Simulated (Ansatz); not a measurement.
LiNbO3: geometry relaxation (part 3 of 5)

Continued. System: LiNbO3 (slab, 30 atoms in the cell). Method: DFT PBEsol, scalar-relativistic, plane waves, PAW, no spin polarisation (Ansatz 0.2.0); cutoff 420 eV, 6×6×1 k-mesh, Gaussian smearing of 0.05 eV. The structure derives from an entry of the Crystallography Open Database. It belongs to a series of runs on one base structure; here: (1 0 1) slab, atoms relaxed.

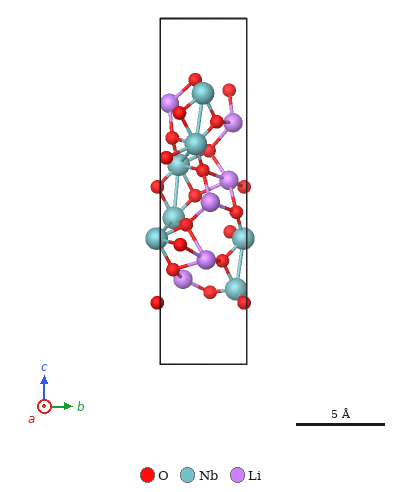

Figure 1. The geometry at step 4 of the log (ball-and-stick view of the cell of the calculation, with the vacuum cut short, along the a axis).

### Log, continued
```
  k-point 19: bands = ["-55.4093", "-55.4093", "-55.3219", "-55.2943", "-54.1314", "-54.1314", "-43.4618", "-43.4618", "-43.0460", "-43.0460", "-42.3613", "-42.3613", "-32.0072", "-31.9137", "-31.8974", "-31.8832", "-31.6553", "-31.6287", "-31.6224", "-31.5486", "-31.4876", "-31.4753", "-31.4340", "-31.3992", "-30.6830", "-30.6830", "-30.6046", "-30.6046", "-30.4610", "-30.4610", "-17.7675", "-17.7622", "-17.6594", "-17.5633", "-17.4708", "-17.4097", "-17.3588", "-17.1577", "-17.0836", "-17.0792", "-16.9087", "-16.6817", "-16.6641", "-16.5891", "-15.6431", "-15.6430", "-15.3507", "-15.3507", "-5.9261", "-5.8742", "-5.5110", "-5.3997", "-5.3844", "-5.2525", "-5.1345", "-5.1322", "-5.0019", "-4.8250", "-4.6423", "-4.5708", "-4.4703", "-4.4007", "-4.2305", "-3.9435", "-3.9217", "-3.8402", "-3.8029", "-3.6713", "-3.5034", "-3.4858", "-3.2154", "-3.2085", "-3.1307", "-3.0253", "-2.9910", "-2.8862", "-2.8660", "-2.8106", "-2.7302", "-2.7197", "-2.6170", "-2.4757", "-2.4336", "-2.2043", "-2.0806", "-2.0076", "-1.9736", "-1.9720", "-1.8862", "-1.8855", "-1.8751", "-1.8368", "-1.6828", "-1.6268", "-1.5058", "-1.4889", "-1.4435", "-1.4131", "-1.2920", "-1.2763", "-0.5185", "-0.5184", "2.3394", "2.3828", "2.6247", "2.7261", "2.8858", "3.0109", "3.2033", "3.3696", "3.3977", "3.4934", "3.6975", "3.7574", "3.8575", "3.9125", "4.5246", "4.5251", "5.2831", "5.3115", "5.8582", "6.1216", "6.1636", "6.2063", "6.5058", "6.5072", "6.6278", "6.6605", "6.7582", "6.8149", "7.1317", "7.2712"]
--- Relaxed structure (19 steps of the walk, 19 accepted, 0 SCFs on fresh bases) ---
  F+E_penalty+E_count = -38313.38439453 eV   max|allowed force component| = 8.484e-3 eV/Å
  atoms:
    - { symbol: O, position: [0.8624680474416436, -0.11418129372796386, 0.2671481655970042] }
    - { symbol: Nb, position: [0.51703115817895, 0.7914802738688664, 0.29329887760473383] }
    - { symbol: O, position: [1.2443983714976943, 0.5029972947256852, 0.26447696348765687] }
    - { symbol: Li, position: [0.19594154973942302, 0.17415730832204385, 0.2856854369145988] }
    - { symbol: O, position: [0.43222618477650643, 0.06092334787451779, 0.3271551205177506] }
    - { symbol: O, position: [0.5345979512319143, 0.6827956252188246, 0.35937193694982855] }
    - { symbol: Li, position: [0.769821242227878, 0.5262338310761061, 0.381371144670672] }
    - { symbol: O, position: [0.9089898604003112, 0.24258805251363552, 0.39033686717735006] }
    - { symbol: Nb, position: [0.47572688744836694, 0.9550564994851098, 0.39609096994169857] }
    - { symbol: O, position: [0.08373779677792115, 0.8089782886207926, 0.41501741381408097] }
    - { symbol: O, position: [0.4703211614044714, 0.28944028536883176, 0.42778196014387765] }
    - { symbol: Nb, position: [0.0689270500132229, 0.15373601086160854, 0.4441855231610274] }
    - { symbol: O, position: [0.6371747425822759, 0.8730709523075293, 0.4534521355212793] }
    - { symbol: Li, position: [0.7910415431602564, 0.5836059558117549, 0.4835407112250054] }
    - { symbol: O, position: [0.07683648246946684, 0.40498079686478516, 0.49073595811801074] }
    - { symbol: O, position: [0.10893799655315384, 0.966568226626309, 0.5092640342485277] }
    - { symbol: Li, position: [0.3947331102082516, 0.7879430943421767, 0.5164593039349814] }
    - { symbol: O, position: [0.5485997946481169, 0.4984781018473819, 0.5465478629992122] }
    - { symbol: Nb, position: [0.11684745555185232, 0.21781301975819808, 0.555814474566509] }
    - { symbol: O, position: [0.7154533613394126, 0.08210876664436152, 0.5722180370621178] }
    - { symbol: O, position: [0.10203672800076291, 0.5625707500748919, 0.5849825884613316] }
    - { symbol: Nb, position: [0.7100476556708637, 0.4164925599099718, 0.6039090338490919] }
    - { symbol: O, position: [0.27678469720724125, 0.12896098325879615, 0.6096631272882647] }
    - { symbol: Li, position: [0.4159532714570683, 0.8453152047062426, 0.6186288501564218] }
    - { symbol: O, position: [0.6511765411601714, 0.688753450140785, 0.6406280546422929] }
    - { symbol: O, position: [0.7535483819839078, 0.31062579744649454, 0.6728448856284207] }
    - { symbol: Li, position: [-0.01016702176895394, 0.19739189203464988, 0.7143145799002455] }
    - { symbol: O, position: [-0.05862378366933724, 0.8685518777461233, 0.7355230234871891] }
    - { symbol: Nb, position: [0.6687434020096816, 0.5800688894073881, 0.7067011186968755] }
    - { symbol: O, position: [0.32330654589750546, 0.48573048816410075, 0.7328518402339451] }
```

### Trajectory as extended XYZ (Å, eV, eV/Å), 19 frames, from step=1 to step=19
```
30
Lattice="5.1952 0.0000 0.0000 -2.5976 4.9597 0.0000 0.0000 0.0000 27.4958" Properties=species:S:1:pos:R:3:forces:R:3 step=1 energy=-38307.74904
O     4.2980    0.0980    7.5000   -2.7873  -1.4394   0.1838
Nb    0.0000    4.3670    7.9347   -0.8509  -0.4795   3.8177
O     3.6258    2.9750    8.2401    3.7437   1.9154  -1.1782
Li    0.0000    1.4976    8.8450   -0.7910  -0.2621   0.0759
O     1.9253    0.6365    9.1975    0.2338  -0.2897  -1.1270
O     0.6723    3.4449    9.7212    0.1898   0.2806  -1.4288
Li    2.5976    2.5838   10.0738    0.3183   0.1570  -0.5168
O     4.1670    1.1064   10.6787    0.0373  -0.1076   0.2636
Nb    0.0000    4.6741   10.9840   -0.0584   0.2859   0.1158
O    -1.7004    3.9834   11.4187    0.1025   0.0694   0.1109
O     1.7004    1.4585   11.7885    0.1128  -0.0266  -0.1212
Nb    0.0000    0.7679   12.2232   -0.1109  -0.0231  -0.1713
O     1.0282    4.3355   12.5286   -0.1402  -0.0819  -0.0608
Li    2.5976    2.8581   13.1335    0.0245   0.0026  -0.0054
O    -0.6723    1.9970   13.4860   -0.0003   0.0164   0.0043
O    -1.9253    4.8054   14.0098    0.0003  -0.0164  -0.0043
Li    0.0000    3.9443   14.3623   -0.0245  -0.0026   0.0054
O     1.5694    2.4669   14.9672    0.1402   0.0819   0.0608
Nb    0.0000    1.0749   15.2726    0.1109   0.0231   0.1713
O     3.4948    0.3842   15.7073   -0.1128   0.0266   0.1212
O    -0.8972    2.8190   16.0771   -0.1025  -0.0694  -0.1109
Nb    2.5976    2.1283   16.5118    0.0584  -0.2859  -0.1158
O     1.0282    0.7363   16.8172   -0.0373   0.1076  -0.2636
Li    0.0000    4.2186   17.4221   -0.3183  -0.1570   0.5168
O     1.9253    3.3575   17.7746   -0.1898  -0.2806   1.4288
O     3.2699    1.2062   18.2983   -0.2338   0.2897   1.1270
Li    0.0000    0.3451   18.6509    0.7910   0.2621  -0.0759
O    -1.0282    3.8274   19.2558   -3.7437  -1.9155   1.1782
Nb    2.5976    2.4354   19.5611    0.8509   0.4795  -3.8177
O     0.8972    1.7447   19.9958    2.7873   1.4394  -0.1838
30
Lattice="5.1952 0.0000 0.0000 -2.5976 4.9597 0.0000 0.0000 0.0000 27.4958" Properties=species:S:1:pos:R:3:forces:R:3 step=2 energy=-38310.56906
O     4.1663    0.0254    7.5013   -0.7907  -0.7496  -0.1467
Nb   -0.0460    4.3587    8.0856   -0.2821  -0.6527   0.0545
O     3.8043    3.0193    8.1746    1.7161   0.3161  -0.5965
Li   -0.0725    1.4513    8.8440   -0.6404  -0.2201  -0.1749
O     1.8923    0.6916    9.2159   -0.2267   0.4093   0.4698
O     0.7031    3.4398    9.7151    0.1028   0.4813  -0.2060
Li    2.6547    2.6121   10.0056    0.1517   0.0499  -0.4239
O     4.1631    1.1053   10.6914    0.0169   0.0287  -0.0762
Nb    0.0029    4.6784   10.9742   -0.0974   0.5246   1.0558
O    -1.6915    3.9854   11.4212    0.0498  -0.0028   0.0211
O     1.7044    1.4647   11.7679   -0.1203  -0.1476   0.1514
Nb    0.0048    0.7674   12.2218    0.1685   0.0358   0.0140
O     1.0228    4.3332   12.5226   -0.0535  -0.0479  -0.0724
Li    2.5988    2.8577   13.1313    0.0118  -0.0084  -0.0183
O    -0.6706    1.9966   13.4846    0.0193  -0.0042   0.0193
O    -1.9270    4.8058   14.0112   -0.0193   0.0042  -0.0193
Li   -0.0012    3.9447   14.3645   -0.0118   0.0084   0.0183
O     1.5748    2.4692   14.9733    0.0535   0.0479   0.0724
Nb   -0.0048    1.0754   15.2740   -0.1685  -0.0358  -0.0140
O     3.4908    0.3781   15.7279    0.1203   0.1476  -0.1514
O    -0.9061    2.8170   16.0746   -0.0498   0.0028  -0.0211
Nb    2.5947    2.1241   16.5216    0.0974  -0.5246  -1.0558
O     1.0321    0.7375   16.8044   -0.0169  -0.0287   0.0762
Li   -0.0571    4.1903   17.4903   -0.1517  -0.0499   0.4239
O     1.8945    3.3626   17.7807   -0.1028  -0.4813   0.2060
O     3.3029    1.1512   18.2799    0.2267  -0.4093  -0.4698
Li    0.0725    0.3914   18.6518    0.6404   0.2201   0.1749
O    -1.2067    3.7831   19.3212   -1.7161  -0.3161   0.5965
Nb    2.6436    2.4437   19.4102    0.2821   0.6527  -0.0545
O     1.0289    1.8174   19.9945    0.7907   0.7496   0.1467
30
Lattice="5.1952 0.0000 0.0000 -2.5976 4.9597 0.0000 0.0000 0.0000 27.4958" Properties=species:S:1:pos:R:3:forces:R:3 step=3 energy=-38311.60272
O     4.1117   -0.0735    7.4256   -0.1025  -0.4600  -0.2453
Nb   -0.0698    4.3519    8.1030    0.6056   0.5842   0.1378
O     3.9596    2.9673    8.0692    0.1038  -1.0814  -0.4430
Li   -0.1639    1.3782    8.8016   -0.3522  -0.1609  -0.2615
O     1.8688    0.7010    9.2488   -0.4079   0.5727   0.4425
O     0.7134    3.5135    9.7257    0.1208   0.3088   0.4391
Li    2.6914    2.6359    9.9149   -0.0308  -0.0163  -0.2883
O     4.1627    1.1225   10.7019    0.0484   0.1018  -0.0308
Nb   -0.0017    4.7192   11.0317   -0.0162   0.1541  -0.1827
O    -1.6908    3.9929   11.4358   -0.0515   0.0237   0.0231
O     1.6981    1.4861   11.7993    0.0427  -0.1640   0.1751
Nb    0.0064    0.7752   12.2309    0.0419   0.0266  -0.0728
O     1.0301    4.3374   12.5518   -0.0221   0.0456   0.0145
Li    2.6037    2.8617   13.1315   -0.0034   0.0239  -0.0496
O    -0.6728    2.0016   13.4895   -0.0245  -0.0191   0.0058
O    -1.9248    4.8009   14.0063    0.0245   0.0191  -0.0058
Li   -0.0061    3.9407   14.3643    0.0034  -0.0239   0.0496
O     1.5675    2.4650   14.9440    0.0221  -0.0456  -0.0145
Nb   -0.0064    1.0676   15.2649   -0.0419  -0.0266   0.0728
O     3.4971    0.3566   15.6966   -0.0427   0.1640  -0.1751
O    -0.9068    2.8095   16.0601    0.0515  -0.0237  -0.0231
Nb    2.5993    2.0832   16.4641    0.0162  -0.1541   0.1827
O     1.0325    0.7203   16.7940   -0.0484  -0.1018   0.0308
Li   -0.0938    4.1665   17.5810    0.0308   0.0163   0.2883
O     1.8842    3.2889   17.7701   -0.1208  -0.3088  -0.4391
O     3.3264    1.1417   18.2470    0.4079  -0.5727  -0.4425
Li    0.1639    0.4645   18.6943    0.3522   0.1609   0.2615
O    -1.3621    3.8351   19.4266   -0.1038   1.0814   0.4430
Nb    2.6674    2.4506   19.3928   -0.6056  -0.5842  -0.1378
O     1.0835    1.9162   20.0703    0.1025   0.4600   0.2453
30
Lattice="5.1952 0.0000 0.0000 -2.5976 4.9597 0.0000 0.0000 0.0000 27.4958" Properties=species:S:1:pos:R:3:forces:R:3 step=4 energy=-38312.17214
O     4.0963   -0.1602    7.3734   -0.5605  -0.2924   0.2522
Nb   -0.0631    4.3507    8.1473    0.5882  -0.4650  -0.4962
O     4.0910    2.8570    7.9765    0.3211   0.1708  -0.0999
Li   -0.2402    1.3107    8.7208   -0.0714  -0.1818  -0.1986
O     1.8194    0.7369    9.2735   -0.0556   0.0290  -0.0821
O     0.7442    3.5603    9.7725    0.0154   0.2631  -0.0577
Li    2.6837    2.6362    9.8286   -0.0682  -0.0525  -0.1227
O     4.1646    1.1492   10.6972    0.0026   0.0846  -0.0543
Nb   -0.0098    4.7590   11.0474   -0.1286   0.1806   0.3972
O    -1.6960    4.0073   11.4309   -0.0143   0.0518  -0.0200
O     1.7019    1.4929   11.8317    0.0927   0.0249   0.1365
Nb    0.0050    0.7862   12.2283   -0.1545   0.0255   0.0262
O     1.0234    4.3589   12.5588    0.0114   0.0444   0.0092
Li    2.6051    2.8714   13.1206    0.0075   0.0211  -0.0311
O    -0.6763    1.9997   13.4959   -0.0065   0.0208  -0.0133
O    -1.9213    4.8027   13.9999    0.0065  -0.0208   0.0133
Li   -0.0075    3.9311   14.3752   -0.0075  -0.0211   0.0311
O     1.5742    2.4435   14.9370   -0.0114  -0.0444  -0.0092
Nb   -0.0050    1.0566   15.2675    0.1545  -0.0255  -0.0262
O     3.4933    0.3498   15.6642   -0.0927  -0.0249  -0.1365
O    -0.9016    2.7951   16.0649    0.0143  -0.0518   0.0200
Nb    2.6074    2.0434   16.4484    0.1286  -0.1806  -0.3972
O     1.0306    0.6936   16.7986   -0.0026  -0.0846   0.0543
Li   -0.0861    4.1662   17.6672    0.0682   0.0525   0.1227
O     1.8534    3.2421   17.7233   -0.0154  -0.2631   0.0577
O     3.3758    1.1058   18.2223    0.0556  -0.0290   0.0821
Li    0.2402    0.5321   18.7750    0.0714   0.1818   0.1986
O    -1.4934    3.9454   19.5193   -0.3211  -0.1708   0.1000
Nb    2.6607    2.4517   19.3485   -0.5882   0.4650   0.4962
O     1.0989    2.0030   20.1224    0.5605   0.2924  -0.2522
30
Lattice="5.1952 0.0000 0.0000 -2.5976 4.9597 0.0000 0.0000 0.0000 27.4958" Properties=species:S:1:pos:R:3:forces:R:3 step=5 energy=-38312.45990
O     4.1184   -0.3082    7.3316    0.0579   0.0975   0.0141
Nb   -0.0261    4.2781    8.1221    0.1770  -0.4785  -0.0126
O     4.2117    2.7584    7.8596    0.0541   0.1178   0.0399
Li   -0.2441    1.1804    8.5866    0.0600  -0.1464  -0.0973
O     1.8157    0.7011    9.2161   -0.0623   0.0648  -0.0765
O     0.7658    3.5957    9.7844    0.0432  -0.0426  -0.0376
Li    2.6447    2.5944    9.7386   -0.0723  -0.0663  -0.0163
O     4.1611    1.1746   10.6843   -0.0327   0.0332   0.0877
Nb   -0.0214    4.7914   11.0520   -0.1627   0.0494  -0.0048
O    -1.7101    4.0306   11.4145    0.0948   0.1122   0.0064
O     1.7020    1.5059   11.8555    0.1114   0.0609  -0.0778
Nb   -0.0060    0.8035   12.2236   -0.2809   0.0037  -0.0636
O     1.0116    4.3842   12.5598    0.0195   0.0156  -0.0225
Li    2.6080    2.8885   13.1059    0.0162   0.0111  -0.0101
O    -0.6787    2.0027   13.5067    0.0249   0.0274  -0.0310
O    -1.9189    4.7997   13.9891   -0.0249  -0.0274   0.0310
Li   -0.0104    3.9139   14.3899   -0.0162  -0.0111   0.0101
O     1.5860    2.4182   14.9361   -0.0195  -0.0156   0.0225
Nb    0.0060    1.0392   15.2722    0.2809  -0.0037   0.0636
O     3.4932    0.3369   15.6403   -0.1114  -0.0609   0.0778
O    -0.8875    2.7718   16.0813   -0.0948  -0.1122  -0.0064
Nb    2.6190    2.0110   16.4438    0.1627  -0.0494   0.0048
O     1.0341    0.6682   16.8115    0.0327  -0.0332  -0.0877
Li   -0.0471    4.2080   17.7572    0.0723   0.0663   0.0163
O     1.8318    3.2067   17.7114   -0.0432   0.0426   0.0376
O     3.3795    1.1417   18.2798    0.0623  -0.0648   0.0765
Li    0.2441    0.6624   18.9092   -0.0600   0.1464   0.0973
O    -1.6141    4.0440   19.6363   -0.0541  -0.1178  -0.0399
Nb    2.6237    2.5243   19.3737   -0.1770   0.4785   0.0126
O     1.0768    2.1509   20.1642   -0.0579  -0.0975  -0.0141
30
Lattice="5.1952 0.0000 0.0000 -2.5976 4.9597 0.0000 0.0000 0.0000 27.4958" Properties=species:S:1:pos:R:3:forces:R:3 step=6 energy=-38312.61636
O     4.1781   -0.3941    7.3123    0.2545   0.0243  -0.0649
Nb    0.0493    4.1686    8.1126   -0.1540  -0.2614   0.2504
O     4.3233    2.6432    7.8081    0.0141   0.1051   0.0018
Li   -0.1923    1.0192    8.4947    0.1127   0.0189  -0.0984
O     1.8332    0.6261    9.1495   -0.0123  -0.0677  -0.0589
O     0.8043    3.5616    9.8077    0.0535  -0.0558  -0.0741
Li    2.6102    2.5060    9.6872   -0.0171  -0.0546   0.0397
O     4.1444    1.1800   10.6762   -0.0515  -0.0045   0.1137
Nb   -0.0276    4.7858   11.0367   -0.2609   0.0292  -0.0557
O    -1.7178    4.0409   11.4020    0.1060   0.0702   0.0630
O     1.6949    1.5032   11.8300    0.0445   0.0286  -0.0996
Nb   -0.0221    0.8089   12.2130   -0.1038   0.0000  -0.0101
O     1.0001    4.3904   12.5508    0.0498   0.0084   0.0006
Li    2.6156    2.8937   13.0907    0.0018  -0.0003  -0.0070
O    -0.6707    2.0055   13.5110    0.0137   0.0074  -0.0496
O    -1.9269    4.7969   13.9848   -0.0137  -0.0074   0.0496
Li   -0.0180    3.9088   14.4051   -0.0018   0.0003   0.0070
O     1.5975    2.4120   14.9450   -0.0498  -0.0084  -0.0006
Nb    0.0221    1.0338   15.2828    0.1038   0.0000   0.0101
O     3.5003    0.3396   15.6658   -0.0445  -0.0286   0.0996
O    -0.8798    2.7615   16.0938   -0.1060  -0.0702  -0.0630
Nb    2.6252    2.0166   16.4591    0.2609  -0.0292   0.0558
O     1.0508    0.6628   16.8196    0.0515   0.0045  -0.1137
Li   -0.0126    4.2964   17.8086    0.0171   0.0546  -0.0397
O     1.7933    3.2408   17.6881   -0.0535   0.0558   0.0741
O     3.3620    1.2167   18.3463    0.0123   0.0677   0.0589
Li    0.1923    0.8235   19.0011   -0.1127  -0.0189   0.0984
O    -1.7257    4.1592   19.6878   -0.0141  -0.1051  -0.0018
Nb    2.5483    2.6339   19.3832    0.1540   0.2614  -0.2504
O     1.0171    2.2369   20.1835   -0.2545  -0.0243   0.0649
30
Lattice="5.1952 0.0000 0.0000 -2.5976 4.9597 0.0000 0.0000 0.0000 27.4958" Properties=species:S:1:pos:R:3:forces:R:3 step=7 energy=-38312.74515
O     4.2771   -0.5238    7.3363    0.0771  -0.0065  -0.0309
Nb    0.1352    4.0514    8.1319    0.0176   0.0827   0.1543
O     4.4298    2.5450    7.7521   -0.0199  -0.0341  -0.0210
Li   -0.0935    0.9085    8.3716    0.1343  -0.0040  -0.0855
O     1.8561    0.5352    9.1028    0.0339  -0.1195   0.0285
O     0.8406    3.5053    9.8529   -0.0793  -0.0533  -0.0132
Li    2.5957    2.3956    9.6906   -0.0144   0.0110   0.0814
O     4.1121    1.1690   10.6898   -0.0147   0.0382   0.0733
Nb   -0.0460    4.7624   11.0371   -0.0545  -0.0136  -0.1122
O    -1.7276    4.0315   11.4249    0.0613   0.0069   0.0268
O     1.6795    1.4943   11.7963    0.0033  -0.0547  -0.0731
Nb   -0.0391    0.8043   12.2128   -0.0967  -0.0159  -0.0666
O     0.9884    4.3875   12.5539    0.0239  -0.0108   0.0514
Li    2.6162    2.8893   13.0773   -0.0092   0.0043  -0.0027
O    -0.6652    2.0126   13.5079    0.0292  -0.0791  -0.0268
O    -1.9324    4.7898   13.9879   -0.0292   0.0791   0.0268
Li   -0.0186    3.9131   14.4185    0.0092  -0.0043   0.0027
O     1.6092    2.4149   14.9419   -0.0239   0.0108  -0.0514
Nb    0.0391    1.0384   15.2830    0.0967   0.0159   0.0666
O     3.5157    0.3484   15.6996   -0.0033   0.0547   0.0731
O    -0.8700    2.7709   16.0709   -0.0613  -0.0069  -0.0268
Nb    2.6436    2.0400   16.4588    0.0545   0.0136   0.1122
O     1.0831    0.6737   16.8060    0.0147  -0.0382  -0.0733
Li    0.0019    4.4068   17.8052    0.0144  -0.0110  -0.0815
O     1.7570    3.2971   17.6430    0.0793   0.0533   0.0132
O     3.3391    1.3075   18.3930   -0.0339   0.1195  -0.0285
Li    0.0935    0.9342   19.1242   -0.1343   0.0040   0.0855
O    -1.8322    4.2575   19.7437    0.0199   0.0341   0.0210
Nb    2.4624    2.7510   19.3639   -0.0176  -0.0827  -0.1543
O     0.9181    2.3665   20.1595   -0.0771   0.0065   0.0309
```
